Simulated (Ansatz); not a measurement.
## W15S32: geometry relaxation (part 4 of 5)

The same run, continued: W15S32 (defect cell, 47 atoms in the cell); DFT PBE+D3(BJ), scalar-relativistic, plane waves, PAW, spin-polarised (Ansatz 0.2.0); cutoff 420 eV, 2×2×2 k-mesh, Gaussian smearing of 0.01 eV, collinear spins. The structure derives from a Materials Project entry. It belongs to a series of runs on one base structure; here: W vacancy (site c), charge +0, atoms relaxed at the host's cell.

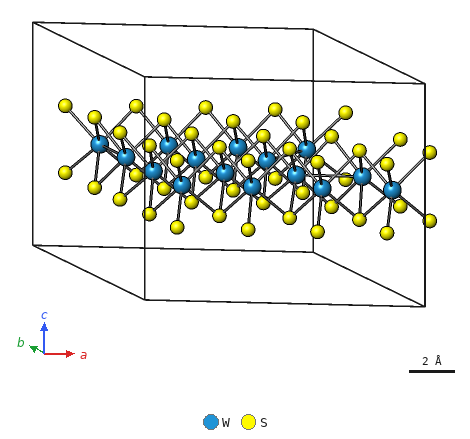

Figure 1. The geometry at step 2 of the log (ball-and-stick view of the cell of the calculation, with the vacuum cut short, seen slightly off an axis; bonded neighbours outside the cell are drawn too).

Output, continued:
```
--- Relaxed structure (4 steps of the walk, 4 accepted, 0 SCFs on fresh bases) ---
  F+E_penalty+E_count = -184685.57243434 eV   max|allowed force component| = 1.746e-2 eV/Å
  atoms:
    - { symbol: W, position: [0.16794097251120074, 0.5874468367799063, 1.5660676152491076e-21] }
    - { symbol: W, position: [0.9125531632200943, 0.33205902748879945, 1.5660676152491076e-21] }
    - { symbol: W, position: [0.41646020594046806, 0.582920411880936, 1.5660676152491076e-21] }
    - { symbol: W, position: [0.16615814183726732, 0.33384185816273276, 1.5660676152491076e-21] }
    - { symbol: W, position: [0.9170795881190641, 0.08353979405953196, 1.5660676152491076e-21] }
    - { symbol: W, position: [0.6695058642687057, 0.5874468367799063, 1.5660676152491076e-21] }
    - { symbol: W, position: [0.41768371632546564, 0.33384185816273276, 1.5660676152491076e-21] }
    - { symbol: W, position: [0.1661581418372673, 0.08231628367453449, 1.5660676152491076e-21] }
    - { symbol: W, position: [0.9125531632200939, 0.8304941357312944, 1.5660676152491076e-21] }
    - { symbol: W, position: [0.6695058642687057, 0.33205902748879945, 1.5660676152491076e-21] }
    - { symbol: W, position: [0.4164602059404681, 0.08353979405953196, 1.5660676152491076e-21] }
    - { symbol: W, position: [0.1679409725112006, 0.8304941357312944, 1.5660676152491076e-21] }
    - { symbol: W, position: [0.6660785568987566, 0.08215711379751302, 1.5660676152491076e-21] }
    - { symbol: W, position: [0.4178428862024869, 0.8339214431012434, 1.5660676152491076e-21] }
    - { symbol: W, position: [0.6660785568987565, 0.8339214431012434, 1.5660676152491076e-21] }
    - { symbol: S, position: [0.08694227395935017, 0.6684711369796752, 0.09281510502730955] }
    - { symbol: S, position: [0.3349902519496396, 0.667355569242278, 0.0929617017827741] }
    - { symbol: S, position: [0.08180222229988957, 0.4181977777001105, 0.09209595431548326] }
    - { symbol: S, position: [0.5823653172926384, 0.667355569242278, 0.0929617017827741] }
    - { symbol: S, position: [0.3332252082024294, 0.41645041640485864, 0.09308969302906672] }
    - { symbol: S, position: [0.08354958359514142, 0.16677479179757074, 0.09308969302906672] }
    - { symbol: S, position: [0.8315288630203251, 0.6684711369796752, 0.09281510502730955] }
    - { symbol: S, position: [0.586395555400221, 0.4181977777001105, 0.09209595431548326] }
    - { symbol: S, position: [0.33322520820242935, 0.16677479179757074, 0.09308969302906672] }
    - { symbol: S, position: [0.08180222229988954, 0.9136044445997791, 0.09209595431548326] }
    - { symbol: S, position: [0.831528863020325, 0.41305772604064983, 0.09281510502730955] }
    - { symbol: S, position: [0.5823653172926383, 0.16500974805036045, 0.0929617017827741] }
    - { symbol: S, position: [0.3349902519496396, 0.9176346827073619, 0.0929617017827741] }
    - { symbol: S, position: [0.8326444307577223, 0.16500974805036045, 0.0929617017827741] }
    - { symbol: S, position: [0.5833333333333334, 0.9166666666666669, 0.09355808269980534] }
    - { symbol: S, position: [0.8326444307577223, 0.9176346827073619, 0.0929617017827741] }
    - { symbol: S, position: [0.08694227395935017, 0.6684711369796752, 0.9071848949726905] }
    - { symbol: S, position: [0.3349902519496396, 0.667355569242278, 0.9070382982172259] }
    - { symbol: S, position: [0.08180222229988957, 0.4181977777001105, 0.9079040456845168] }
    - { symbol: S, position: [0.5823653172926384, 0.667355569242278, 0.9070382982172259] }
    - { symbol: S, position: [0.3332252082024294, 0.41645041640485864, 0.9069103069709332] }
    - { symbol: S, position: [0.08354958359514142, 0.16677479179757074, 0.9069103069709332] }
    - { symbol: S, position: [0.8315288630203251, 0.6684711369796752, 0.9071848949726905] }
    - { symbol: S, position: [0.586395555400221, 0.4181977777001105, 0.9079040456845168] }
    - { symbol: S, position: [0.33322520820242935, 0.16677479179757074, 0.9069103069709332] }
    - { symbol: S, position: [0.08180222229988954, 0.9136044445997791, 0.9079040456845168] }
    - { symbol: S, position: [0.831528863020325, 0.41305772604064983, 0.9071848949726905] }
    - { symbol: S, position: [0.5823653172926383, 0.16500974805036045, 0.9070382982172259] }
    - { symbol: S, position: [0.3349902519496396, 0.9176346827073619, 0.9070382982172259] }
    - { symbol: S, position: [0.8326444307577223, 0.16500974805036045, 0.9070382982172259] }
    - { symbol: S, position: [0.5833333333333334, 0.9166666666666669, 0.9064419173001947] }
    - { symbol: S, position: [0.8326444307577223, 0.9176346827073619, 0.9070382982172259] }
--- Löwdin populations: 47 sites ---
  site symbol       q [e]    m [muB]
     0      W     13.4439     0.0000
     1      W     13.4439     0.0000
     2      W     13.5458    -0.0000
     3      W     13.5333     0.0000
     4      W     13.5458    -0.0000
     5      W     13.4439     0.0000
     6      W     13.5333     0.0000
     7      W     13.5333     0.0000
     8      W     13.4439     0.0000
     9      W     13.4439     0.0000
    10      W     13.5458    -0.0000
    11      W     13.4439     0.0000
    12      W     13.5314     0.0000
    13      W     13.5314     0.0000
    14      W     13.5314     0.0000
    15      S      6.1883    -0.0000
    16      S      6.0967     0.0000
    17      S      6.1085    -0.0000
    18      S      6.0967     0.0000
    19      S      6.1156     0.0000
    20      S      6.1156     0.0000
    21      S      6.1883    -0.0000
    22      S      6.1085    -0.0000
    23      S      6.1156     0.0000
    24      S      6.1085    -0.0000
    25      S      6.1883    -0.0000
    26      S      6.0967     0.0000
    27      S      6.0967     0.0000
    28      S      6.0967     0.0000
    29      S      6.1006    -0.0000
    30      S      6.0967     0.0000
    31      S      6.1883    -0.0000
    32      S      6.0967     0.0000
    33      S      6.1085    -0.0000
    34      S      6.0967     0.0000
    35      S      6.1156     0.0000
    36      S      6.1156     0.0000
    37      S      6.1883    -0.0000
    38      S      6.1085    -0.0000
    39      S      6.1156     0.0000
    40      S      6.1085    -0.0000
    41      S      6.1883    -0.0000
    42      S      6.0967     0.0000
    43      S      6.0967     0.0000
    44      S      6.0967     0.0000
    45      S      6.1006    -0.0000
    46      S      6.0967     0.0000
  spilling = 0.009129 (of n_electrons = 402.000000)
```

File populations.tsv:
```
# site	symbol	l	j	q_up	q_dn
# orbitals = lowdin
# n_electrons = 402.000000
# spilling = 0.009129
0	W	0_5S	-	0.988460	0.988460
0	W	0_6S	-	0.305790	0.305790
0	W	1_5P	-	2.997437	2.997437
0	W	2_5D	-	2.430259	2.430259
1	W	0_5S	-	0.988460	0.988460
1	W	0_6S	-	0.305790	0.305790
1	W	1_5P	-	2.997437	2.997437
1	W	2_5D	-	2.430259	2.430259
2	W	0_5S	-	0.988378	0.988378
2	W	0_6S	-	0.300282	0.300282
2	W	1_5P	-	2.997903	2.997903
2	W	2_5D	-	2.486322	2.486322
3	W	0_5S	-	0.988700	0.988700
3	W	0_6S	-	0.302415	0.302415
3	W	1_5P	-	2.998008	2.998008
3	W	2_5D	-	2.477514	2.477514
4	W	0_5S	-	0.988378	0.988378
4	W	0_6S	-	0.300282	0.300282
4	W	1_5P	-	2.997903	2.997903
4	W	2_5D	-	2.486322	2.486322
5	W	0_5S	-	0.988460	0.988460
5	W	0_6S	-	0.305790	0.305790
5	W	1_5P	-	2.997437	2.997437
5	W	2_5D	-	2.430259	2.430259
6	W	0_5S	-	0.988700	0.988700
6	W	0_6S	-	0.302415	0.302415
6	W	1_5P	-	2.998008	2.998008
6	W	2_5D	-	2.477514	2.477514
7	W	0_5S	-	0.988700	0.988700
7	W	0_6S	-	0.302415	0.302415
7	W	1_5P	-	2.998008	2.998008
7	W	2_5D	-	2.477514	2.477514
8	W	0_5S	-	0.988460	0.988460
8	W	0_6S	-	0.305790	0.305790
8	W	1_5P	-	2.997437	2.997437
8	W	2_5D	-	2.430259	2.430259
9	W	0_5S	-	0.988460	0.988460
9	W	0_6S	-	0.305790	0.305790
9	W	1_5P	-	2.997437	2.997437
9	W	2_5D	-	2.430259	2.430259
10	W	0_5S	-	0.988378	0.988378
10	W	0_6S	-	0.300282	0.300282
10	W	1_5P	-	2.997903	2.997903
10	W	2_5D	-	2.486322	2.486322
11	W	0_5S	-	0.988460	0.988460
11	W	0_6S	-	0.305790	0.305790
11	W	1_5P	-	2.997437	2.997437
11	W	2_5D	-	2.430259	2.430259
12	W	0_5S	-	0.988281	0.988281
12	W	0_6S	-	0.300794	0.300794
12	W	1_5P	-	2.997981	2.997981
12	W	2_5D	-	2.478666	2.478666
13	W	0_5S	-	0.988281	0.988281
13	W	0_6S	-	0.300794	0.300794
13	W	1_5P	-	2.997981	2.997981
13	W	2_5D	-	2.478666	2.478666
14	W	0_5S	-	0.988281	0.988281
14	W	0_6S	-	0.300794	0.300794
14	W	1_5P	-	2.997981	2.997981
14	W	2_5D	-	2.478666	2.478666
15	S	0_3S	-	0.913290	0.913290
15	S	1_3P	-	2.180871	2.180871
16	S	0_3S	-	0.892169	0.892169
16	S	1_3P	-	2.156167	2.156167
17	S	0_3S	-	0.892027	0.892027
17	S	1_3P	-	2.162211	2.162211
18	S	0_3S	-	0.892169	0.892169
18	S	1_3P	-	2.156167	2.156167
19	S	0_3S	-	0.891370	0.891370
19	S	1_3P	-	2.166418	2.166418
20	S	0_3S	-	0.891370	0.891370
20	S	1_3P	-	2.166418	2.166418
21	S	0_3S	-	0.913290	0.913290
21	S	1_3P	-	2.180871	2.180871
22	S	0_3S	-	0.892027	0.892027
22	S	1_3P	-	2.162211	2.162211
23	S	0_3S	-	0.891370	0.891370
23	S	1_3P	-	2.166418	2.166418
24	S	0_3S	-	0.892027	0.892027
24	S	1_3P	-	2.162211	2.162211
25	S	0_3S	-	0.913290	0.913290
25	S	1_3P	-	2.180871	2.180871
26	S	0_3S	-	0.892169	0.892169
26	S	1_3P	-	2.156167	2.156167
27	S	0_3S	-	0.892169	0.892169
27	S	1_3P	-	2.156167	2.156167
28	S	0_3S	-	0.892169	0.892169
28	S	1_3P	-	2.156167	2.156167
29	S	0_3S	-	0.890817	0.890817
29	S	1_3P	-	2.159471	2.159471
30	S	0_3S	-	0.892169	0.892169
30	S	1_3P	-	2.156167	2.156167
31	S	0_3S	-	0.913290	0.913290
31	S	1_3P	-	2.180871	2.180871
32	S	0_3S	-	0.892169	0.892169
32	S	1_3P	-	2.156167	2.156167
33	S	0_3S	-	0.892027	0.892027
33	S	1_3P	-	2.162211	2.162211
34	S	0_3S	-	0.892169	0.892169
34	S	1_3P	-	2.156167	2.156167
35	S	0_3S	-	0.891370	0.891370
35	S	1_3P	-	2.166418	2.166418
36	S	0_3S	-	0.891370	0.891370
36	S	1_3P	-	2.166418	2.166418
37	S	0_3S	-	0.913290	0.913290
37	S	1_3P	-	2.180871	2.180871
38	S	0_3S	-	0.892027	0.892027
38	S	1_3P	-	2.162211	2.162211
39	S	0_3S	-	0.891370	0.891370
39	S	1_3P	-	2.166418	2.166418
40	S	0_3S	-	0.892027	0.892027
40	S	1_3P	-	2.162211	2.162211
41	S	0_3S	-	0.913290	0.913290
41	S	1_3P	-	2.180871	2.180871
42	S	0_3S	-	0.892169	0.892169
42	S	1_3P	-	2.156167	2.156167
43	S	0_3S	-	0.892169	0.892169
43	S	1_3P	-	2.156167	2.156167
44	S	0_3S	-	0.892169	0.892169
44	S	1_3P	-	2.156167	2.156167
45	S	0_3S	-	0.890817	0.890817
45	S	1_3P	-	2.159471	2.159471
46	S	0_3S	-	0.892169	0.892169
46	S	1_3P	-	2.156167	2.156167
```

Trajectory as extended XYZ (Å, eV, eV/Å), 4 frames, from step=1 to step=4:
```
47
Lattice="12.6389 0.0000 0.0000 -6.3194 -10.9456 0.0000 0.0000 0.0000 -16.9395" Properties=species:S:1:pos:R:3:forces:R:3 step=1 energy=-184685.37315
W    -1.5799   -6.3849    0.0000   -0.6172  -0.8055   0.0000
W     9.4792   -3.6485    0.0000   -1.0062  -0.1317   0.0000
W     1.5799   -6.3849    0.0000    0.0000   0.0291   0.0000
W     0.0000   -3.6485    0.0000   -0.0579  -0.0334   0.0000
W    11.0590   -0.9121    0.0000    0.0252  -0.0145   0.0000
W     4.7396   -6.3849    0.0000    0.6172  -0.8055   0.0000
W     3.1597   -3.6485    0.0000    0.0579  -0.0334   0.0000
W     1.5799   -0.9121    0.0000    0.0000   0.0668   0.0000
W     6.3194   -9.1213    0.0000   -0.3890   0.9373   0.0000
W     6.3194   -3.6485    0.0000    1.0062  -0.1317   0.0000
W     4.7396   -0.9121    0.0000   -0.0252  -0.0145   0.0000
W    -3.1597   -9.1213    0.0000    0.3890   0.9373   0.0000
W     7.8993   -0.9121    0.0000    0.0000  -0.0221   0.0000
W     0.0000   -9.1213    0.0000   -0.0191   0.0110   0.0000
W     3.1597   -9.1213    0.0000    0.0191   0.0110   0.0000
S    -3.1597   -7.2971   -1.5760    0.3161  -0.1825   0.4298
S     0.0000   -7.2971   -1.5760    0.1037   0.0117   0.0478
S    -1.5799   -4.5607   -1.5760   -0.0710  -0.0410  -0.0211
S     3.1597   -7.2971   -1.5760   -0.1037   0.0117   0.0478
S     1.5799   -4.5607   -1.5760    0.0000  -0.0285  -0.0393
S     0.0000   -1.8243   -1.5760   -0.0247   0.0142  -0.0393
S     6.3194   -7.2971   -1.5760   -0.3161  -0.1825   0.4298
S     4.7396   -4.5607   -1.5760    0.0710  -0.0410  -0.0211
S     3.1597   -1.8243   -1.5760    0.0247   0.0142  -0.0393
S    -4.7396  -10.0334   -1.5760    0.0000   0.0820  -0.0211
S     7.8993   -4.5607   -1.5760    0.0000   0.3650   0.4298
S     6.3194   -1.8243   -1.5760   -0.0620   0.0840   0.0478
S    -1.5799  -10.0334   -1.5760    0.0417  -0.0957   0.0478
S     9.4792   -1.8243   -1.5760    0.0620   0.0840   0.0478
S     1.5799  -10.0334   -1.5760    0.0000   0.0000  -0.0088
S     4.7396  -10.0334   -1.5760   -0.0417  -0.0957   0.0478
S    -3.1597   -7.2971  -15.3635    0.3161  -0.1825  -0.4298
S     0.0000   -7.2971  -15.3635    0.1037   0.0117  -0.0478
S    -1.5799   -4.5607  -15.3635   -0.0710  -0.0410   0.0211
S     3.1597   -7.2971  -15.3635   -0.1037   0.0117  -0.0478
S     1.5799   -4.5607  -15.3635    0.0000  -0.0285   0.0393
S     0.0000   -1.8243  -15.3635   -0.0247   0.0142   0.0393
S     6.3194   -7.2971  -15.3635   -0.3161  -0.1825  -0.4298
S     4.7396   -4.5607  -15.3635    0.0710  -0.0410   0.0211
S     3.1597   -1.8243  -15.3635    0.0247   0.0142   0.0393
S    -4.7396  -10.0334  -15.3635    0.0000   0.0820   0.0211
S     7.8993   -4.5607  -15.3635    0.0000   0.3650  -0.4298
S     6.3194   -1.8243  -15.3635   -0.0620   0.0840  -0.0478
S    -1.5799  -10.0334  -15.3635    0.0417  -0.0957  -0.0478
S     9.4792   -1.8243  -15.3635    0.0620   0.0840  -0.0478
S     1.5799  -10.0334  -15.3635    0.0000   0.0000   0.0088
S     4.7396  -10.0334  -15.3635   -0.0417  -0.0957  -0.0478
47
Lattice="12.6389 0.0000 0.0000 -6.3194 -10.9456 0.0000 0.0000 0.0000 -16.9395" Properties=species:S:1:pos:R:3:forces:R:3 step=2 energy=-184685.38442
W    -1.6002   -6.4803    0.0000    0.1779   0.6939   0.0000
W     9.3864   -3.6184    0.0000    0.6899  -0.1929   0.0000
W     1.5799   -6.3855    0.0000    0.0000  -0.0244   0.0000
W    -0.0314   -3.6667    0.0000    0.2448   0.1413   0.0000
W    11.0585   -0.9118    0.0000   -0.0211   0.0122   0.0000
W     4.7599   -6.4803    0.0000   -0.1779   0.6939   0.0000
W     3.1912   -3.6667    0.0000   -0.2448   0.1413   0.0000
W     1.5799   -0.8758    0.0000    0.0000  -0.2827   0.0000
W     6.2470   -9.0560    0.0000    0.5120  -0.5010   0.0000
W     6.4122   -3.6184    0.0000   -0.6899  -0.1929   0.0000
W     4.7401   -0.9118    0.0000    0.0211   0.0122   0.0000
W    -3.0873   -9.0560    0.0000   -0.5120  -0.5010   0.0000
W     7.8993   -0.8911    0.0000    0.0000   0.0913   0.0000
W     0.0182   -9.1318    0.0000    0.0791  -0.0457   0.0000
W     3.1415   -9.1318    0.0000   -0.0791  -0.0457   0.0000
S    -3.1115   -7.3249   -1.6096   -0.0196   0.0113   0.1937
S     0.0227   -7.3167   -1.5783    0.0145   0.0312   0.0120
S    -1.6520   -4.6023   -1.5314    0.1616   0.0933  -0.1703
S     3.1370   -7.3167   -1.5783   -0.0145   0.0312   0.0120
S     1.5799   -4.5589   -1.5679    0.0000   0.0150  -0.0392
S     0.0015   -1.8252   -1.5679    0.0130  -0.0075  -0.0392
S     6.2712   -7.3249   -1.6096    0.0196   0.0113   0.1937
S     4.8117   -4.6023   -1.5314   -0.1616   0.0933  -0.1703
S     3.1582   -1.8252   -1.5679   -0.0130  -0.0075  -0.0392
S    -4.7396   -9.9501   -1.5314    0.0000  -0.1866  -0.1703
S     7.8993   -4.5050   -1.6096    0.0000  -0.0226   0.1937
S     6.3251   -1.7947   -1.5783   -0.0343  -0.0031   0.0120
S    -1.5515  -10.0433   -1.5783   -0.0198  -0.0282   0.0120
S     9.4735   -1.7947   -1.5783    0.0343  -0.0031   0.0120
S     1.5799  -10.0334   -1.5956    0.0000   0.0000   0.0898
S     4.7112  -10.0433   -1.5783    0.0198  -0.0282   0.0120
S    -3.1115   -7.3249  -15.3299   -0.0196   0.0113  -0.1937
S     0.0227   -7.3167  -15.3612    0.0145   0.0312  -0.0120
S    -1.6520   -4.6023  -15.4080    0.1616   0.0933   0.1703
S     3.1370   -7.3167  -15.3612   -0.0145   0.0312  -0.0120
S     1.5799   -4.5589  -15.3716    0.0000   0.0150   0.0392
S     0.0015   -1.8252  -15.3716    0.0130  -0.0075   0.0392
S     6.2712   -7.3249  -15.3299    0.0196   0.0113  -0.1937
S     4.8117   -4.6023  -15.4080   -0.1616   0.0933   0.1703
S     3.1582   -1.8252  -15.3716   -0.0130  -0.0075   0.0392
S    -4.7396   -9.9501  -15.4080    0.0000  -0.1866   0.1703
S     7.8993   -4.5050  -15.3299    0.0000  -0.0226  -0.1937
S     6.3251   -1.7947  -15.3612   -0.0343  -0.0031  -0.0120
S    -1.5515  -10.0433  -15.3612   -0.0198  -0.0282  -0.0120
S     9.4735   -1.7947  -15.3612    0.0343  -0.0031  -0.0120
S     1.5799  -10.0334  -15.3439    0.0000   0.0000  -0.0898
S     4.7112  -10.0433  -15.3612    0.0198  -0.0282  -0.0120
47
Lattice="12.6389 0.0000 0.0000 -6.3194 -10.9456 0.0000 0.0000 0.0000 -16.9395" Properties=species:S:1:pos:R:3:forces:R:3 step=3 energy=-184685.57143
W    -1.5865   -6.4318    0.0000   -0.0594   0.0107   0.0000
W     9.4353   -3.6309    0.0000   -0.0204  -0.0568   0.0000
W     1.5799   -6.3782    0.0000    0.0000  -0.0259   0.0000
W    -0.0084   -3.6534    0.0000   -0.0106  -0.0061   0.0000
W    11.0648   -0.9155    0.0000   -0.0225   0.0130   0.0000
W     4.7462   -6.4318    0.0000    0.0594   0.0107   0.0000
W     3.1681   -3.6534    0.0000    0.0106  -0.0061   0.0000
W     1.5799   -0.9025    0.0000    0.0000   0.0123   0.0000
W     6.2822   -9.0921    0.0000    0.0390   0.0461   0.0000
W     6.3633   -3.6309    0.0000    0.0204  -0.0568   0.0000
W     4.7338   -0.9155    0.0000    0.0225   0.0130   0.0000
W    -3.1225   -9.0921    0.0000   -0.0390   0.0461   0.0000
W     7.8993   -0.8990    0.0000    0.0000   0.0174   0.0000
W     0.0114   -9.1279    0.0000    0.0151  -0.0087   0.0000
W     3.1484   -9.1279    0.0000   -0.0151  -0.0087   0.0000
S    -3.1229   -7.3183   -1.5736    0.0130  -0.0075   0.0264
S     0.0187   -7.3047   -1.5752   -0.0030  -0.0038  -0.0009
S    -1.6084   -4.5771   -1.5576    0.0008   0.0005  -0.0227
S     3.1410   -7.3047   -1.5752    0.0030  -0.0038  -0.0009
S     1.5799   -4.5567   -1.5776    0.0000  -0.0081  -0.0014
S     0.0034   -1.8262   -1.5776   -0.0070   0.0041  -0.0014
S     6.2827   -7.3183   -1.5736   -0.0130  -0.0075   0.0264
S     4.7681   -4.5771   -1.5576   -0.0008   0.0005  -0.0227
S     3.1563   -1.8262   -1.5776    0.0070   0.0041  -0.0014
S    -4.7396  -10.0005   -1.5576    0.0000  -0.0009  -0.0227
S     7.8993   -4.5182   -1.5736    0.0000   0.0150   0.0264
S     6.3167   -1.8043   -1.5752    0.0047  -0.0007  -0.0009
S    -1.5639  -10.0458   -1.5752    0.0017   0.0045  -0.0009
S     9.4819   -1.8043   -1.5752   -0.0047  -0.0007  -0.0009
S     1.5799  -10.0334   -1.5856    0.0000   0.0000   0.0116
S     4.7236  -10.0458   -1.5752   -0.0017   0.0045  -0.0009
S    -3.1229   -7.3183  -15.3659    0.0130  -0.0075  -0.0264
S     0.0187   -7.3047  -15.3643   -0.0030  -0.0038   0.0009
S    -1.6084   -4.5771  -15.3819    0.0008   0.0005   0.0227
S     3.1410   -7.3047  -15.3643    0.0030  -0.0038   0.0009
S     1.5799   -4.5567  -15.3619    0.0000  -0.0081   0.0014
S     0.0034   -1.8262  -15.3619   -0.0070   0.0041   0.0014
S     6.2827   -7.3183  -15.3659   -0.0130  -0.0075  -0.0264
S     4.7681   -4.5771  -15.3819   -0.0008   0.0005   0.0227
S     3.1563   -1.8262  -15.3619    0.0070   0.0041   0.0014
S    -4.7396  -10.0005  -15.3819    0.0000  -0.0009   0.0227
S     7.8993   -4.5182  -15.3659    0.0000   0.0150  -0.0264
S     6.3167   -1.8043  -15.3643    0.0047  -0.0007   0.0009
S    -1.5639  -10.0458  -15.3643    0.0017   0.0045   0.0009
S     9.4819   -1.8043  -15.3643   -0.0047  -0.0007   0.0009
S     1.5799  -10.0334  -15.3538    0.0000   0.0000  -0.0116
S     4.7236  -10.0458  -15.3643   -0.0017   0.0045   0.0009
```
